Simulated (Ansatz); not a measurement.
## HfO2: geometry relaxation (part 1 of 2)

- system: HfO2 (P4₂/mnm, 6 atoms in the cell)
- method: DFT PBEsol, scalar-relativistic, plane waves, PAW, no spin polarisation (Ansatz 0.2.0)

The structure derives from a Materials Project entry.

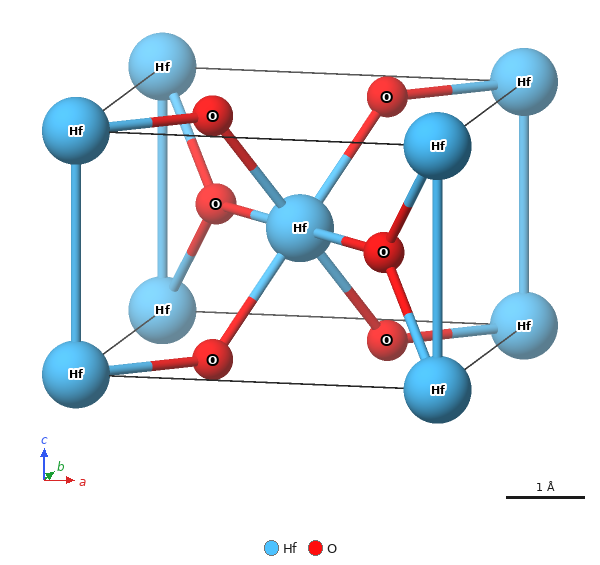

**Figure 1.** The starting structure (ball-and-stick view of the cell of the calculation, seen slightly off an axis). An atom can appear more than once, as a periodic image. Near neighbours in the periodic cell (some may lie outside the picture): Hf has 2 Hf at 3.21 Å and 6 O at 2.08 Å; O has 3 Hf at 2.08 Å.

## Input
```yaml
crystal:
  lattice:
    - [4.81353299, 0.0, 0.0]
    - [0.0, 4.81353299, 0.0]
    - [0.0, 0.0, 3.20541541]
  atoms:
    - { symbol: Hf, position: [0.0, 0.0, 0.0] }
    - { symbol: Hf, position: [0.5, 0.5, 0.5] }
    - { symbol: O, position: [0.19495512, 0.80504488, 0.5] }
    - { symbol: O, position: [0.30504488, 0.30504488, 0.0] }
    - { symbol: O, position: [0.69495512, 0.69495512, 0.0] }
    - { symbol: O, position: [0.80504488, 0.19495512, 0.5] }
basis:
  ecutwfc: 420
kpoints:
  mp_grid: { grid: [6, 6, 8] }
hamiltonian:
  xc: pbesol
scf:
  occupations: { method: gaussian, width: 0.02 }
output:
  forces: true
  stress: true
  eigenvalues: true
  write_density: true
  write_potential: true
  elf: true
  volumetric_format: npy
relax:
  adjacent_minimum: "off"
  f_tol: 0.005
  max_steps: 80
  cell: { stress_tol: 0.05 }
```

Hardware: 4 threads of AMD EPYC (Zen 3), 32 GiB of memory available, shared host.

Run as:
```bash
ansatz run input.yaml --threads 4 --pin off --max-ram 10240MiB --backend cpu --events-out ev --progress --plain --runs-dir out
```

## The program's output
```
Engine: ansatz 0.2.0, x86_64-unknown-linux-gnu
Pseudopotentials: kind: paw
Pseudopotential: Hf, paw, valence charge 26, recommended cutoff 420 eV (normal), Hf.paw.azcp
Pseudopotential: O, paw, valence charge 6, recommended cutoff 420 eV (normal), O.paw.azcp
Functional definition: PBEsol
  exchange = pbesol_x
  correlation = pbesol_c
Crystal: 6 atoms, lattice volume = 74.270 Å³
Basis set: ecut = 420 eV, 1439 PW (Γ), exchange–correlation on 72×72×48 points (8 copies of the dense FFT grid, shifted against one another)
Bands: 46, of which v1, the nominal top of the filled ones, is band 38 counted from 1 (37 counted from 0)
Symmetry: 16 space group operations
Space group: P42/mnm (ITA 136), of the structure as read, at distance tolerance 4.2e-5 Å
k-points: 50 of 288
Non-local potential: Hf, projectors of the file, l = 0: 3, l = 1: 2, l = 2: 2, l = 3: 3
Non-local potential: O, projectors of the file, l = 0: 2, l = 1: 2, l = 2: 1
PAW form: soft (Blöchl's): semilocal exchange-correlation on the pseudo side does not see the compensation charge
PAW frozen core: Hf, regenerated for the run's functional, and the local potential with it (the file was generated under x = pbe(κ = 0.804, μ = 0.2195149727645171), c = pbe(β = 0.06672455060314922))
PAW frozen core: O, regenerated for the run's functional, and the local potential with it (the file was generated under x = pbe(κ = 0.804, μ = 0.2195149727645171), c = pbe(β = 0.06672455060314922))
PAW one-centre angular grid: Hf, 590 points (default); XC on 64 Gauss nodes
PAW one-centre angular grid: O, 110 points (default); XC on 64 Gauss nodes
Initial density: superposition of atomic densities (neutral atoms: chi_scale 0, normalization atom), corrected by the library's trained network
Initial wavefunctions: pseudopotential atomic-orbital guess
Functional: x = pbesol(κ = 0.804, μ = 0.12345679012345678), c = pbesol(β = 0.046)
SCF iter   1: F=—  HF=-33450.266046 eV  |F-HF|=—  |Δ(HF+E_count)|=         —  Δρ=1.61e-2  dr2=1.54e-1  ethr=1.77e-3  ⟨swp⟩=5.9  Hψ=7372  notcnv=0
preconditioner: auto → Resta (q_TF=auto, 2.739 Å⁻¹)  ε∞=5.2  [insulator: Δε(μ)=3.734 eV  Ē_g=17.863 eV  σ=0.020 eV  W_gap=1.00  n_scr=30 (ndim 8)  ℏωp=36.6 eV  f_vac=0.089  D(μ)=0.00/eV (n_scr^D=0)  ε∞_Penn≈5.2]
SCF iter   2: F=—  HF=-33450.227207 eV  |F-HF|=—  |Δ(HF+E_count)|=   3.88e-2  Δρ=2.65e-3  dr2=2.89e-3  ethr=2.03e-4  ⟨swp⟩=2.1  Hψ=4450  notcnv=0  defer=86
SCF iter   3: F=—  HF=-33450.226919 eV  |F-HF|=—  |Δ(HF+E_count)|=   2.87e-4  Δρ=1.34e-3  dr2=9.79e-4  ethr=3.80e-6  ⟨swp⟩=2.0  Hψ=3933  notcnv=0  defer=86
SCF iter   4: F=—  HF=-33450.227038 eV  |F-HF|=—  |Δ(HF+E_count)|=   1.19e-4  Δρ=5.45e-4  dr2=1.99e-4  ethr=1.29e-6  ⟨swp⟩=2.6  Hψ=4235  notcnv=0  defer=86
SCF iter   5: F=—  HF=-33450.226911 eV  |F-HF|=—  |Δ(HF+E_count)|=   1.27e-4  Δρ=1.40e-4  dr2=1.21e-5  ethr=2.62e-7  ⟨swp⟩=2.0  Hψ=4008  notcnv=0  defer=86
SCF iter   6: F=—  HF=-33450.226902 eV  |F-HF|=—  |Δ(HF+E_count)|=   8.89e-6  Δρ=2.52e-5  dr2=4.47e-7  ethr=1.60e-8  ⟨swp⟩=2.0  Hψ=4110  notcnv=0  defer=86
SCF iter   7: F=-33450.226902 eV  HF=-33450.226902 eV  |F-HF|=1.14e-8  |Δ(HF+E_count)|=   1.14e-7  Δρ=6.27e-6  dr2=3.16e-8  ethr=1.32e-10  ⟨swp⟩=12.9  Hψ=19095  notcnv=0
SCF 1 converged in 7 iterations: F = -33450.226902 eV  dr2 = 3.16e-8
  greatest PAW one-centre occupation: 0.999 electrons in one spin orbital (limit 2), on the Hf atom at site 0 (counted from 0), in its partial waves of l = 3
relax step   1: F+E_penalty+E_count = -33450.22690224 eV  Δ(F+E_penalty+E_count) = +0.000e0 eV  max|allowed force component| = 1.133e-2 eV/Å  Δτ_max = 0.0000 Å  P = +1.833 GPa  Ω = 74.270 Å³  (7 SCF iters, dr2 threshold 1.00e-7 eV, accepted)
Crystal: 6 atoms, lattice volume = 74.975 Å³
Basis set: ecut = 420 eV, 1455 PW (Γ), exchange–correlation on 72×72×48 points (8 copies of the dense FFT grid, shifted against one another)
Initial density: handed on by an earlier stage of this run
Initial wavefunctions: those handed on with the density
iter 1 solved again at ethr=2.30e-6 eV; its pass at ethr=3.10e-3 eV (dr2=1.75e-3 eV) is discarded
SCF iter   1: F=—  HF=-33450.227206 eV  |F-HF|=—  |Δ(HF+E_count)|=         —  Δρ=1.27e-3  dr2=1.19e-3  ethr=2.30e-6  ⟨swp⟩=2.0  Hψ=10646  notcnv=0
preconditioner: auto → Resta (q_TF=auto, 2.734 Å⁻¹)  ε∞=5.1  [insulator: Δε(μ)=3.885 eV  Ē_g=17.863 eV  σ=0.020 eV  W_gap=1.00  n_scr=30 (ndim 8)  ℏωp=36.4 eV  f_vac=0.091  D(μ)=0.00/eV (n_scr^D=0)  ε∞_Penn≈5.1]
SCF iter   2: F=—  HF=-33450.226922 eV  |F-HF|=—  |Δ(HF+E_count)|=   2.85e-4  Δρ=5.65e-4  dr2=3.74e-4  ethr=1.56e-6  ⟨swp⟩=2.0  Hψ=3015  notcnv=0
SCF iter   3: F=—  HF=-33450.226786 eV  |F-HF|=—  |Δ(HF+E_count)|=   1.35e-4  Δρ=3.04e-4  dr2=9.52e-5  ethr=4.92e-7  ⟨swp⟩=2.8  Hψ=3677  notcnv=0
SCF iter   4: F=—  HF=-33450.226762 eV  |F-HF|=—  |Δ(HF+E_count)|=   2.45e-5  Δρ=8.78e-5  dr2=6.68e-6  ethr=1.25e-7  ⟨swp⟩=2.0  Hψ=4053  notcnv=0
SCF iter   5: F=—  HF=-33450.226767 eV  |F-HF|=—  |Δ(HF+E_count)|=   4.97e-6  Δρ=3.78e-5  dr2=1.07e-6  ethr=8.79e-9  ⟨swp⟩=2.0  Hψ=3689  notcnv=0
SCF iter   6: F=-33450.226766 eV  HF=-33450.226766 eV  |F-HF|=1.80e-8  |Δ(HF+E_count)|=   1.33e-6  Δρ=1.51e-5  dr2=1.14e-7  ethr=7.89e-10  ⟨swp⟩=10.0  Hψ=19758  notcnv=0
SCF 2 converged in 6 iterations: F = -33450.226766 eV  dr2 = 1.14e-7
  greatest PAW one-centre occupation: 0.999 electrons in one spin orbital (limit 2), on the Hf atom at site 1 (counted from 0), in its partial waves of l = 3
relax step   2: F+E_penalty+E_count = -33450.22676566 eV  Δ(F+E_penalty+E_count) = +1.366e-4 eV  max|allowed force component| = 1.895e-2 eV/Å  Δτ_max = 0.0013 Å  P = -0.362 GPa  Ω = 74.975 Å³  energy of the carried Pulay correction = -3.313e-3 eV  (6 SCF iters, dr2 threshold 6.00e-7 eV, accepted)
Crystal: 6 atoms, lattice volume = 74.865 Å³
iter 1 solved again at ethr=7.19e-8 eV; its pass at ethr=3.10e-3 eV (dr2=5.46e-5 eV) is discarded
SCF iter   1: F=—  HF=-33450.227504 eV  |F-HF|=—  |Δ(HF+E_count)|=         —  Δρ=2.81e-4  dr2=4.15e-5  ethr=7.19e-8  ⟨swp⟩=2.4  Hψ=10361  notcnv=0
preconditioner: auto → Resta (q_TF=auto, 2.735 Å⁻¹)  ε∞=5.1  [insulator: Δε(μ)=3.894 eV  Ē_g=17.877 eV  σ=0.020 eV  W_gap=1.00  n_scr=30 (ndim 8)  ℏωp=36.4 eV  f_vac=0.087  D(μ)=0.00/eV (n_scr^D=0)  ε∞_Penn≈5.1]
SCF iter   2: F=—  HF=-33450.227472 eV  |F-HF|=—  |Δ(HF+E_count)|=   3.16e-5  Δρ=1.33e-4  dr2=1.19e-5  ethr=5.47e-8  ⟨swp⟩=2.0  Hψ=3157  notcnv=0
SCF iter   3: F=—  HF=-33450.227470 eV  |F-HF|=—  |Δ(HF+E_count)|=   2.30e-6  Δρ=5.65e-5  dr2=2.96e-6  ethr=1.56e-8  ⟨swp⟩=2.9  Hψ=3838  notcnv=0
SCF iter   4: F=-33450.227469 eV  HF=-33450.227469 eV  |F-HF|=2.53e-9  |Δ(HF+E_count)|=   5.90e-7  Δρ=1.72e-5  dr2=2.30e-7  ethr=4.98e-10  ⟨swp⟩=6.6  Hψ=16306  notcnv=0
SCF 3 converged in 4 iterations: F = -33450.227469 eV  dr2 = 2.30e-7
relax step   3: F+E_penalty+E_count = -33450.22746900 eV  Δ(F+E_penalty+E_count) = -7.033e-4 eV  max|allowed force component| = 4.079e-4 eV/Å  Δτ_max = 0.0013 Å  P = -0.040 GPa  Ω = 74.865 Å³  energy of the carried Pulay correction = -2.799e-3 eV  (4 SCF iters, dr2 threshold 3.78e-7 eV, accepted)
Crystal: 6 atoms, lattice volume = 74.854 Å³
iter 1 solved again at ethr=3.19e-9 eV; its pass at ethr=3.10e-3 eV (dr2=2.43e-6 eV) is discarded
SCF iter   1: F=—  HF=-33450.227560 eV  |F-HF|=—  |Δ(HF+E_count)|=         —  Δρ=7.41e-5  dr2=2.50e-6  ethr=3.19e-9  ⟨swp⟩=3.0  Hψ=10706  notcnv=0
preconditioner: auto → Resta (q_TF=auto, 2.735 Å⁻¹)  ε∞=5.2  [insulator: Δε(μ)=3.893 eV  Ē_g=17.876 eV  σ=0.020 eV  W_gap=1.00  n_scr=30 (ndim 8)  ℏωp=36.4 eV  f_vac=0.087  D(μ)=0.00/eV (n_scr^D=0)  ε∞_Penn≈5.2]
SCF iter   2: F=—  HF=-33450.227536 eV  |F-HF|=—  |Δ(HF+E_count)|=   2.36e-5  Δρ=3.77e-5  dr2=7.73e-7  ethr=3.19e-9  ⟨swp⟩=2.4  Hψ=3429  notcnv=0
SCF iter   3: F=—  HF=-33450.227536 eV  |F-HF|=—  |Δ(HF+E_count)|=   1.44e-7  Δρ=9.02e-6  dr2=6.41e-8  ethr=1.02e-9  ⟨swp⟩=2.0  Hψ=3606  notcnv=0
SCF iter   4: F=-33450.227536 eV  HF=-33450.227536 eV  |F-HF|=8.31e-9  |Δ(HF+E_count)|=   2.67e-9  Δρ=4.36e-6  dr2=1.64e-8  ethr=8.17e-11  ⟨swp⟩=7.7  Hψ=14190  notcnv=0
SCF 4 converged in 4 iterations: F = -33450.227536 eV  dr2 = 1.64e-8
relax step   4: F+E_penalty+E_count = -33450.22753602 eV  Δ(F+E_penalty+E_count) = -6.702e-5 eV  max|allowed force component| = 2.016e-3 eV/Å  Δτ_max = 0.0003 Å  P = +0.012 GPa  Ω = 74.854 Å³  energy of the carried Pulay correction = -2.748e-3 eV  (4 SCF iters, dr2 threshold 6.21e-8 eV, accepted)
Initial wavefunctions: pseudopotential atomic-orbital guess (no wavefunctions were taken with the density)
iter 1 solved again at ethr=1.41e-7 eV; its pass at ethr=3.10e-3 eV (dr2=1.07e-4 eV) is discarded
SCF iter   1: F=—  HF=-33450.230472 eV  |F-HF|=—  |Δ(HF+E_count)|=         —  Δρ=1.42e-4  dr2=8.81e-7  ethr=1.41e-7  ⟨swp⟩=3.2  Hψ=13844  notcnv=0
preconditioner: auto → Resta (q_TF=auto, 2.735 Å⁻¹)  ε∞=5.2  [insulator: Δε(μ)=3.894 eV  Ē_g=17.876 eV  σ=0.020 eV  W_gap=1.00  n_scr=30 (ndim 8)  ℏωp=36.4 eV  f_vac=0.087  D(μ)=0.00/eV (n_scr^D=0)  ε∞_Penn≈5.2]
SCF iter   2: F=—  HF=-33450.230496 eV  |F-HF|=—  |Δ(HF+E_count)|=   2.41e-5  Δρ=7.13e-5  dr2=3.11e-7  ethr=1.16e-9  ⟨swp⟩=2.1  Hψ=4210  notcnv=0
SCF iter   3: F=—  HF=-33450.230508 eV  |F-HF|=—  |Δ(HF+E_count)|=   1.22e-5  Δρ=2.95e-5  dr2=3.81e-8  ethr=4.09e-10  ⟨swp⟩=2.7  Hψ=4108  notcnv=0
SCF iter   4: F=—  HF=-33450.230510 eV  |F-HF|=—  |Δ(HF+E_count)|=   2.40e-6  Δρ=1.65e-6  dr2=1.35e-9  ethr=5.01e-11  ⟨swp⟩=2.0  Hψ=3815  notcnv=0
SCF iter   5: F=—  HF=-33450.230510 eV  |F-HF|=—  |Δ(HF+E_count)|=  8.80e-10  Δρ=8.24e-7  dr2=3.03e-10  ethr=1.77e-12  ⟨swp⟩=2.0  Hψ=4211  notcnv=0
SCF iter   6: F=-33450.230510 eV  HF=-33450.230510 eV  |F-HF|=5.82e-11  |Δ(HF+E_count)|=   1.03e-9  Δρ=1.96e-7  dr2=1.86e-11  ethr=1.00e-12  ⟨swp⟩=4.9  Hψ=13014  notcnv=0
SCF 5 converged in 6 iterations: F = -33450.230510 eV  dr2 = 1.86e-11
relax step   5: F+E_penalty+E_count = -33450.23051049 eV  Δ(F+E_penalty+E_count) = -2.974e-3 eV  max|allowed force component| = 2.137e-3 eV/Å  Δτ_max = 0.0000 Å  P = +0.081 GPa  Ω = 74.854 Å³  stress off target by 9.42e-2 GPa  SCF on the basis re-selected at this cell (its energy is not comparable with the rows above)  (6 SCF iters)
basis re-selected at this cell: Δ(F+E_penalty+E_count) = -2.974e-3 eV, ΔP = +0.069 GPa vs the last step (what re-selecting the basis moved, of the pressure what is left beyond the Pulay correction that the steps carried, after the strain that the cell walked since its last selection, with what the two solves' SCF thresholds leave and, on support functions, any second-order correction that the steps lacked; it is no measure of the basis error at this ecutwfc). This SCF's stress stands 9.42e-2 GPa from its target on what of the cell is left free (relax.cell.stress_tol is 5.00e-2 GPa) and its largest allowed force component is 2.14e-3 eV/Å (relax.f_tol is 5.00e-3 eV/Å): not within both, so this SCF does not close the relaxation
Crystal: 6 atoms, lattice volume = 74.883 Å³
iter 1 solved again at ethr=3.59e-9 eV; its pass at ethr=3.10e-3 eV (dr2=2.73e-6 eV) is discarded
SCF iter   1: F=—  HF=-33450.230408 eV  |F-HF|=—  |Δ(HF+E_count)|=         —  Δρ=5.33e-5  dr2=2.01e-6  ethr=3.59e-9  ⟨swp⟩=2.0  Hψ=10035  notcnv=0
preconditioner: auto → Resta (q_TF=auto, 2.735 Å⁻¹)  ε∞=5.1  [insulator: Δε(μ)=3.894 eV  Ē_g=17.875 eV  σ=0.020 eV  W_gap=1.00  n_scr=30 (ndim 8)  ℏωp=36.4 eV  f_vac=0.087  D(μ)=0.00/eV (n_scr^D=0)  ε∞_Penn≈5.1]
SCF iter   2: F=—  HF=-33450.230384 eV  |F-HF|=—  |Δ(HF+E_count)|=   2.39e-5  Δρ=2.54e-5  dr2=6.16e-7  ethr=2.64e-9  ⟨swp⟩=2.0  Hψ=2900  notcnv=0
SCF iter   3: F=—  HF=-33450.230384 eV  |F-HF|=—  |Δ(HF+E_count)|=   1.73e-7  Δρ=1.28e-5  dr2=1.38e-7  ethr=8.10e-10  ⟨swp⟩=2.9  Hψ=4396  notcnv=0
SCF iter   4: F=-33450.230384 eV  HF=-33450.230384 eV  |F-HF|=3.44e-9  |Δ(HF+E_count)|=   3.34e-8  Δρ=3.31e-6  dr2=9.31e-9  ethr=2.92e-11  ⟨swp⟩=6.1  Hψ=15010  notcnv=0
SCF 6 converged in 4 iterations: F = -33450.230384 eV  dr2 = 9.31e-9
relax step   6: F+E_penalty+E_count = -33450.23038404 eV  Δ(F+E_penalty+E_count) = +1.265e-4 eV  max|allowed force component| = 9.116e-5 eV/Å  Δτ_max = 0.0001 Å  P = +0.002 GPa  Ω = 74.883 Å³  energy of the carried Pulay correction = -1.359e-4 eV  (4 SCF iters, dr2 threshold 2.22e-8 eV, accepted)
iter 1 solved again at ethr=1.38e-7 eV; its pass at ethr=3.10e-3 eV (dr2=1.05e-4 eV) is discarded
SCF iter   1: F=—  HF=-33450.230532 eV  |F-HF|=—  |Δ(HF+E_count)|=         —  Δρ=5.43e-6  dr2=1.06e-8  ethr=1.38e-7  ⟨swp⟩=3.2  Hψ=13840  notcnv=0
eigensolver tolerance schedule: the retry pair's looser diagonalisation over-reported the residual by 9879.44 of it (diagonalisation noise at 0.78 of the residual, at the tolerance the schedule requests for it); recorded, not acted on — ethr = c·dr2/N_el stays at c = 1.0e-1
preconditioner: auto → Resta (q_TF=auto, 2.735 Å⁻¹)  ε∞=5.1  [insulator: Δε(μ)=3.893 eV  Ē_g=17.875 eV  σ=0.020 eV  W_gap=1.00  n_scr=30 (ndim 8)  ℏωp=36.4 eV  f_vac=0.087  D(μ)=0.00/eV (n_scr^D=0)  ε∞_Penn≈5.1]
SCF iter   2: F=—  HF=-33450.230509 eV  |F-HF|=—  |Δ(HF+E_count)|=   2.26e-5  Δρ=3.02e-6  dr2=5.35e-9  ethr=1.39e-11  ⟨swp⟩=3.3  Hψ=6016  notcnv=0
SCF iter   3: F=—  HF=-33450.230509 eV  |F-HF|=—  |Δ(HF+E_count)|=   3.53e-9  Δρ=1.70e-6  dr2=1.71e-9  ethr=7.03e-12  ⟨swp⟩=2.0  Hψ=3789  notcnv=0
SCF iter   4: F=—  HF=-33450.230509 eV  |F-HF|=—  |Δ(HF+E_count)|=  3.49e-10  Δρ=4.29e-7  dr2=1.30e-10  ethr=2.25e-12  ⟨swp⟩=2.0  Hψ=3706  notcnv=0
SCF iter   5: F=-33450.230509 eV  HF=-33450.230509 eV  |F-HF|=0.00e0  |Δ(HF+E_count)|=  9.46e-11  Δρ=2.32e-7  dr2=5.82e-11  ethr=1.00e-12  ⟨swp⟩=6.1  Hψ=10918  notcnv=0
SCF 7 converged in 5 iterations: F = -33450.230509 eV  dr2 = 5.82e-11
relax step   7: F+E_penalty+E_count = -33450.23050946 eV  Δ(F+E_penalty+E_count) = -1.254e-4 eV  max|allowed force component| = 1.218e-4 eV/Å  Δτ_max = 0.0000 Å  P = +0.004 GPa  Ω = 74.883 Å³  stress off target by 5.05e-3 GPa  SCF on the basis re-selected at this cell (its energy is not comparable with the rows above)  (5 SCF iters)
```

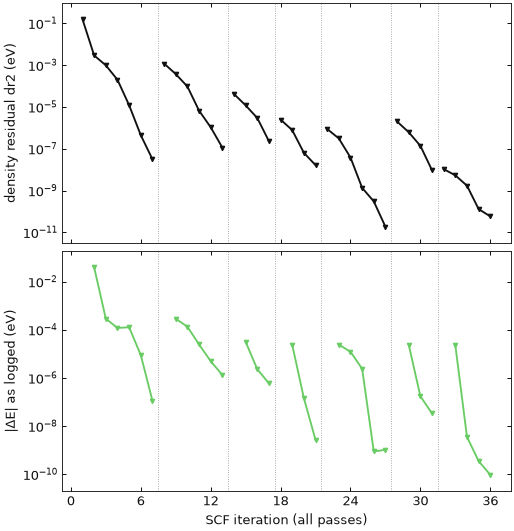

**Figure 2.** Convergence of the self-consistent field: density residual dr2 and size of the energy change against the SCF iteration. The dotted lines part the SCF passes of the relaxation: geometry steps, rejected trials and re-solves on a re-selected basis. The 7 passes take 4 to 7 iterations each, 36 in all.
